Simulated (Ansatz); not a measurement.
**Band-structure calculation of Zr3S2**

- system: Zr3S2 (I-4m2, 5 atoms in the cell)
- method: DFT PBE, scalar-relativistic, plane waves, PAW, no spin polarisation (Ansatz 0.2.0)

The structure was made by a generator, so it may or may not be a known phase.

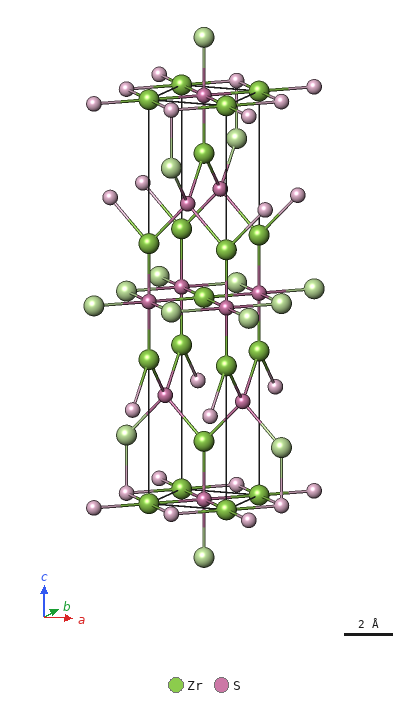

Figure 1. The structure as given in the input (ball-and-stick view of the cell 2 times as large as that of the calculation, set on its symmetry axes, seen slightly off an axis; neighbours outside the cell are drawn fainter).

### Key numbers

```csv
quantity,value
outcome,converged
space group (tolerance 0.01 Å),I-4m2 (119)
electrons treated,48
free energy,−14360.6665 eV
Fermi energy,11.866 eV
gap on the k-point mesh,none (metallic)
pressure,0.01 GPa
largest force (length of the vector),under 0.001 eV/Å
hardware,"1 thread of Intel Xeon @ 2.70GHz, 189 GiB of memory available, shared host"
wall time,4.3 min
peak memory,1.2 GiB
```

### Input
```yaml
crystal:
  lattice:
    - [-1.7701153141, 1.7701153141, 8.665314797]
    - [1.7701153141, -1.7701153141, 8.665314797]
    - [1.7701153141, 1.7701153141, -8.665314797]
  atoms:
    - { symbol: Zr, position: [0.6436179055, 0.6436179055, 0.0] }
    - { symbol: Zr, position: [0.3563820945, 0.3563820945, 0.0] }
    - { symbol: Zr, position: [0.0, 0.0, 0.0] }
    - { symbol: S, position: [0.75, 0.25, 0.5] }
    - { symbol: S, position: [0.5, 0.5, 0.0] }
basis:
  ecutwfc: 420
kpoints:
  mp_grid: { grid: [14, 14, 14] }
  band_path:
    path:
      - [[0.0, 0.0, 0.0], [0.0, 0.0, 0.5], [0.25, 0.25, 0.25], [0.0, 0.5, 0.0], [0.0, 0.0, 0.0], [0.5, 0.5, -0.5], [0.26043216, 0.73956784, -0.26043216]]
      - [[-0.26043216, 0.26043216, 0.26043216], [0.0, 0.0, 0.0]]
      - [[0.0, 0.0, 0.5], [-0.02086433, 0.02086433, 0.5]]
      - [[0.5, 0.5, -0.02086433], [0.5, 0.5, -0.5]]
    npoints: 14
hamiltonian:
  xc: pbe
scf:
  occupations: { method: gaussian, width: 0.1 }
  n_extra_bands: 12
output:
  forces: true
  stress: true
  eigenvalues: true
  populations: true
  dos: { projected: true, de: 0.02, nscf_kmesh: { grid: [17, 17, 17] } }
  bader: true
  write_density: true
  write_potential: true
  elf: true
  volumetric_format: npy
```

Launched with:
```bash
ansatz run input.yaml --threads 1 --pin off --max-ram 2560MiB --backend cpu --events-out ev --progress --plain --runs-dir out
```

### Output
```
basis.fft_grid_basis auto: the FFT boxes are laid along the combinations [[1, -1, 0], [0, 1, 0], [1, 0, 1]] of the cell's own vectors, 5.007, 9.020 and 3.540 Å long. The dense box has 36×64×24 points. Along the cell's own vectors, as sized, it would have 64×64×64, 4.74 times as many. Of the 8 symmetry operations that the crystal satisfies within crystal.symmetry.tolerance (time reversal apart; of a slab, those that keep its plane) the dense box along the cell's own vectors carries 8, and the one as laid loses 7 of those. basis.fft_grid_basis: typed keeps the cell's own vectors: state it where this run's energies or levels are differenced outside the engine with another run's, or held beside a run that keeps those vectors. Those combinations have planes normal to reciprocal vector 3, as the cell's own vectors have. Each planar average written beside output.write_density, output.write_potential has a row for each plane of the box: 24. The volumetric files lie along those combinations, not along the cell's own vectors: a cube or XSF file states them, and fields.json those of NumPy files.
scf.n_extra_bands = 12 over 24 filled bands (N_el = 48.0): the run solves 36 bands
Engine: ansatz 0.2.0, x86_64-unknown-linux-gnu
Pseudopotentials: kind: paw
Pseudopotential: Zr, paw, valence charge 12, recommended cutoff 420 eV (normal), Zr.paw.azcp
Pseudopotential: S, paw, valence charge 6, recommended cutoff 420 eV (normal), S.paw.azcp
Functional definition: PBE
  parameter kappa = 0.804
  parameter beta = 0.06672455060314922
  exchange = pbe_x(kappa = kappa, mu = beta*pi^2/3)
  correlation = pbe_c(beta = beta)
Crystal: 5 atoms, lattice volume = 108.604 Å³
Basis set: ecut = 420 eV, 2109 PW (Γ), FFT grids on a1−a2, a2, a1+a3, exchange–correlation on 72×128×48 points (8 copies of the dense FFT grid, shifted against one another)
Bands: 36, of which v1, the nominal top of the filled ones, is band 24 counted from 1 (23 counted from 0)
Symmetry: 8 space group operations
Space group: I-4m2 (ITA 119), of the structure as read, at distance tolerance 4.8e-5 Å
k-points: 244 of 2744 (time reversal used)
Non-local potential: Zr, projectors of the file, l = 0: 3, l = 1: 2, l = 2: 2, l = 3: 2
Non-local potential: S, projectors of the file, l = 0: 2, l = 1: 2, l = 2: 2
PAW form: soft (Blöchl's): semilocal exchange-correlation on the pseudo side does not see the compensation charge
PAW one-centre angular grid: Zr, 590 points (default); XC on 64 Gauss nodes
PAW one-centre angular grid: S, 110 points (default); XC on 64 Gauss nodes
Initial density: superposition of atomic densities (neutral atoms: chi_scale 0, normalization atom), corrected by the library's trained network
Initial wavefunctions: pseudopotential atomic-orbital guess
Functional: x = pbe(κ = 0.804, μ = 0.2195149727645171), c = pbe(β = 0.06672455060314922)
SCF iter   1: F=—  HF=-14360.680670 eV  |F-HF|=—  |Δ(HF+E_count)|=         —  Δρ=5.83e-3  dr2=1.07e-1  ethr=1.77e-3  ⟨swp⟩=5.8  Hψ=39024  notcnv=0  defer=16
preconditioner: auto → Kerker (q_TF=auto, 2.381 Å⁻¹)  [metal: Δε(μ)=0.005 eV  Ē_g=7.841 eV  σ=0.100 eV  W_gap=0.03  n_scr=22 (ndim 8)  ℏωp=17.5 eV  f_vac=0.000  D(μ)=3.10/eV (n_scr^D=22)]
SCF iter   2: F=—  HF=-14360.671067 eV  |F-HF|=—  |Δ(HF+E_count)|=   9.60e-3  Δρ=3.40e-3  dr2=4.71e-2  ethr=2.22e-4  ⟨swp⟩=1.0  Hψ=10736  notcnv=0  defer=20
SCF iter   3: F=—  HF=-14360.666646 eV  |F-HF|=—  |Δ(HF+E_count)|=   4.42e-3  Δρ=6.54e-4  dr2=1.04e-3  ethr=9.82e-5  ⟨swp⟩=2.1  Hψ=10070  notcnv=0  defer=20
SCF iter   4: F=—  HF=-14360.666474 eV  |F-HF|=—  |Δ(HF+E_count)|=   1.73e-4  Δρ=1.88e-4  dr2=2.62e-4  ethr=2.17e-6  ⟨swp⟩=2.1  Hψ=10494  notcnv=0  defer=20
SCF iter   5: F=—  HF=-14360.666438 eV  |F-HF|=—  |Δ(HF+E_count)|=   3.62e-5  Δρ=6.63e-5  dr2=1.57e-5  ethr=5.47e-7  ⟨swp⟩=2.0  Hψ=8872  notcnv=0  defer=20
SCF iter   6: F=—  HF=-14360.666478 eV  |F-HF|=—  |Δ(HF+E_count)|=   4.08e-5  Δρ=2.17e-5  dr2=7.76e-7  ethr=3.28e-8  ⟨swp⟩=2.0  Hψ=10342  notcnv=0  defer=27
SCF iter   7: F=-14360.666478 eV  HF=-14360.666478 eV  |F-HF|=2.64e-9  |Δ(HF+E_count)|=   8.78e-8  Δρ=5.75e-6  dr2=4.70e-8  ethr=2.08e-10  ⟨swp⟩=12.7  Hψ=60030  notcnv=0
SCF 1 converged in 7 iterations: F = -14360.666478 eV  dr2 = 4.70e-8
  greatest PAW one-centre occupation: 0.996 electrons in one spin orbital (limit 2), on the Zr atom at site 1 (counted from 0), in its partial waves of l = 0
```

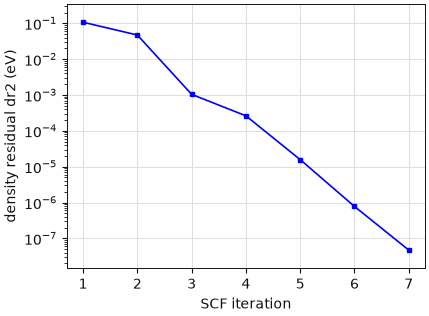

Figure 2. Convergence of the self-consistent field: density residual dr2 against the SCF iteration. The residual falls at every step.

```
NSCF: frozen V_eff on 130 k-points
NSCF: frozen V_eff on 405 k-points
SCF converged after 7 iterations
Free energy (F): -14360.666478 eV
Harris-Foulkes:  -14360.666478 eV  (|F-HF|=2.64e-9)
Internal energy: -14360.650606 eV  (E = F + TS)
E sigma→0 (E₀):  -14360.658542 eV
Entropy (-TS):   -0.015873 eV (-3.175 meV/atom)
Fermi energy:    11.865921 eV
--- Per-component energies (eV) ---
  E_band       = -347.987293
  E_kinetic    = 1217.907196
  E_local      = -2543.005485  (includes V_loc(G=0)·N_el)
  E_nonlocal   = 295.044961
  E_hartree    = 841.776271
  E_xc         = -681.522618
  E_vxc        = -750.930667  (∫ρ·V_xc dr)
  E_paw        = -10062.537766  (= ΣΔE_a)
  E_vpaw       = -250.556131  (= ΣTr[D̂ρ^β])
  E_aug_tail   = 0.000077  (compensation charges beyond the density's cutoff)
  E_ewald      = -3428.313242
  E_smearing   = -0.015873  (= −TS)
  E_closure    = 0.000000  (closes the sum)
  Σ components = -14360.666478   (vs F -14360.666478, Δ=0.00e0)
--- Forces (eV/Å), atoms counted from 1 ---
  atom   1  Zr    -0.00000000     0.00000000     0.00007222
  atom   2  Zr     0.00000000     0.00000000    -0.00007222
  atom   3  Zr    -0.00000000     0.00000000     0.00000000
  atom   4  S      0.00000000     0.00000000     0.00000000
  atom   5  S      0.00000000     0.00000000     0.00000000
  max |Σ_I F_I| component: 1.04e-17 eV/Å
--- Stress (GPa, compression-positive) ---
        0.009600       0.000000       0.000000
        0.000000       0.009600       0.000000
        0.000000       0.000000       0.007764
  P = ⅓ Tr σ = 0.0090 GPa (0.090 kbar)
--- Band table (eV; the first three rows and the last of 244) ---
  k-point 0: bands = ["-37.5586", "-37.5525", "-37.4480", "-15.7718", "-15.7447", "-15.6200", "-15.6200", "-15.4633", "-15.4633", "-15.4299", "-15.4299", "-15.2383", "-3.5960", "-1.9032", "5.4956", "6.8448", "7.9771", "7.9771", "8.5932", "8.5932", "9.0228", "9.0395", "10.4426", "10.6137", "11.9768", "12.3943", "12.3943", "12.6110", "13.0356", "13.9581", "13.9581", "14.5651", "14.6074", "15.5572", "15.7840", "16.0060"]
  k-point 1: bands = ["-37.5568", "-37.5512", "-37.4467", "-15.7891", "-15.7396", "-15.6323", "-15.6117", "-15.4754", "-15.4725", "-15.4451", "-15.4393", "-15.2352", "-3.4959", "-1.8681", "5.5236", "6.8490", "7.3359", "7.5873", "8.3531", "8.5350", "9.2559", "9.6101", "10.5481", "10.7059", "12.2962", "12.4172", "12.4821", "12.6555", "12.9790", "13.9059", "14.0269", "14.4326", "14.6037", "15.7678", "16.0033", "16.0881"]
  k-point 2: bands = ["-37.5520", "-37.5476", "-37.4428", "-15.8259", "-15.7258", "-15.6665", "-15.5994", "-15.5070", "-15.4988", "-15.4836", "-15.4641", "-15.2298", "-3.2433", "-1.7711", "5.5958", "6.2385", "6.8720", "7.0897", "7.9310", "8.4076", "9.6961", "10.3917", "10.8032", "11.0375", "12.1894", "12.5837", "12.5857", "12.9732", "13.1047", "13.6683", "13.8115", "14.5892", "14.6791", "15.7963", "15.9921", "16.6394"]
  k-point 243: bands = ["-37.5571", "-37.5541", "-37.4480", "-15.7909", "-15.7213", "-15.6205", "-15.6205", "-15.4598", "-15.4598", "-15.4328", "-15.4328", "-15.2430", "-3.5537", "-1.9736", "5.9565", "6.2941", "7.8744", "7.8744", "8.7788", "8.7788", "8.9935", "9.7757", "9.7854", "11.0153", "11.9786", "12.0047", "12.0047", "12.2835", "12.4472", "14.4537", "14.6096", "14.6096", "14.7215", "15.4602", "15.6261", "15.6261"]
--- Löwdin populations: 5 sites ---
  site symbol       q [e]
     0     Zr     11.6980
     1     Zr     11.6980
     2     Zr     11.8801
     3      S      6.2872
     4      S      5.9715
  spilling = 0.009693 (of n_electrons = 48.000000)
--- Bader charges: 5 sites ---
  site symbol  charge [e]  shift [e]
     0     Zr      1.0322     0.0007
     1     Zr      1.0322     0.0007
     2     Zr      1.0705     0.0010
     3      S     -1.3383     0.0008
     4      S     -1.7966     0.0015
  estimated error of the sums over rays = 9.0e-4 e
```

### File bader_charges.tsv
```
# site	symbol	x_ang	y_ang	z_ang	partial_charge_e	electrons	volume_ang3	relative_density_drop	shared_charge_e	partial_wave_shift_e
# quadrature_error_electrons = 9.0e-4
0	Zr	0.0000	0.0000	11.1543	1.03224	38.96776	21.69	-	1.03224	0.00066
1	Zr	0.0000	0.0000	6.1763	1.03223	38.96777	21.69	-	1.03223	0.00066
2	Zr	0.0000	0.0000	0.0000	1.07046	38.92954	18.84	-	1.07046	0.00102
3	S	0.0000	1.7701	4.3327	-1.33834	17.33834	25.96	-	-1.33834	0.00080
4	S	0.0000	0.0000	8.6653	-1.79659	17.79659	20.42	-	-1.79659	0.00154
```

### File populations.tsv
```
# site	symbol	l	j	q
# orbitals = lowdin
# n_electrons = 48.000000
# spilling = 0.009693
0	Zr	0_4S	-	1.969092
0	Zr	0_5S	-	0.668926
0	Zr	1_4P	-	5.988287
0	Zr	2_4D	-	3.071677
1	Zr	0_4S	-	1.969092
1	Zr	0_5S	-	0.668926
1	Zr	1_4P	-	5.988287
1	Zr	2_4D	-	3.071677
2	Zr	0_4S	-	1.958488
2	Zr	0_5S	-	0.604533
2	Zr	1_4P	-	5.987602
2	Zr	2_4D	-	3.329465
3	S	0_3S	-	1.663710
3	S	1_3P	-	4.623504
4	S	0_3S	-	1.526396
4	S	1_3P	-	4.445078
```

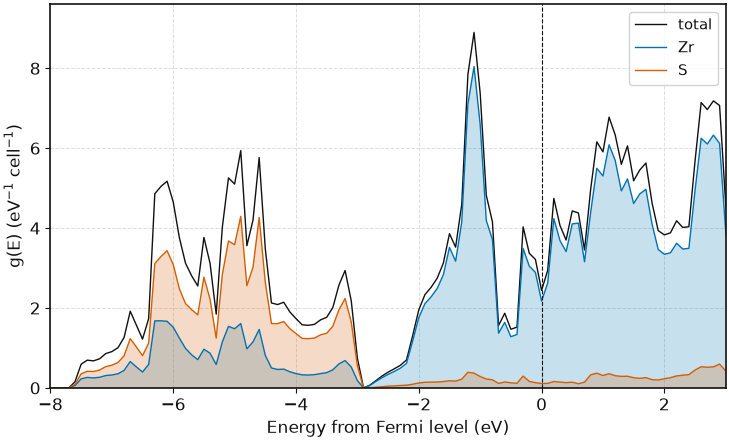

Figure 3. Density of states (projected on Löwdin-orthogonalised atomic shells), with energies from the Fermi level. There are states at the Fermi level: a metal at this level of theory.

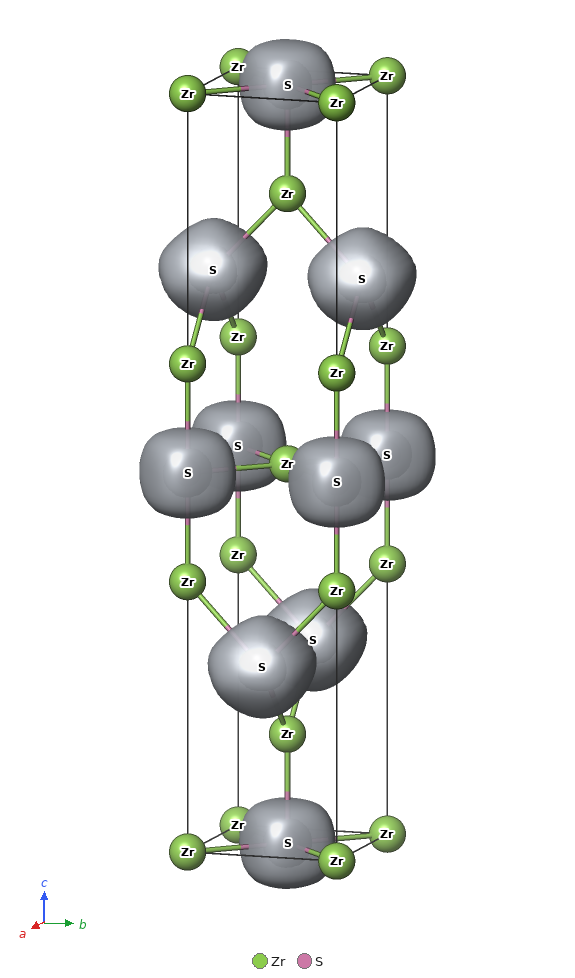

Figure 4. Isosurface of the electron localisation function at 0.7 (grey), seen slightly off an axis. Only the valence region is drawn (cores and ρ < 0.01 e/Å³ removed). Sticks mark near contacts. The outline is the cell set on symmetry axes. Values along the shortest contacts: Zr–S (2.49 Å): the ELF is about 0.30 at the midpoint (no shared pair; the contact is polar). Zr–S (2.56 Å): the ELF is about 0.35 at the midpoint; a polar contact without a shared pair, in a metal. The fields are those of the smooth PAW valence density.

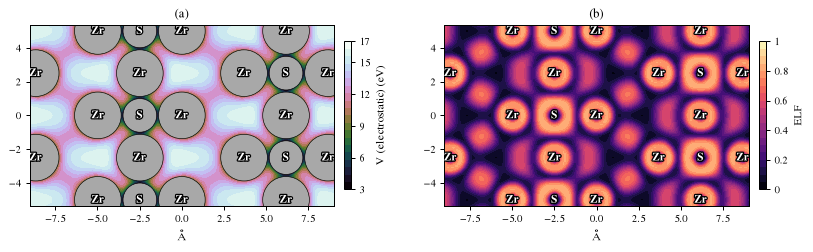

Figure 5. (a) electrostatic potential (local pseudopotential plus Hartree) felt by an electron; (b) electron localisation function on the (11̄0) plane of the conventional cell. Grey discs, where drawn, cover atomic cores. Zr–S (2.49 Å): the ELF is about 0.30 at the midpoint; a polar contact without a shared pair, in a metal. The strong features right at Zr lie inside the PAW spheres (semicore, d or f shells) and say nothing about bonding. Outside the cores the potential energy rises away from the atoms and is highest about 2.3 Å from the nearest atoms; outside the discs it spans about 13 eV, and its zero is arbitrary.
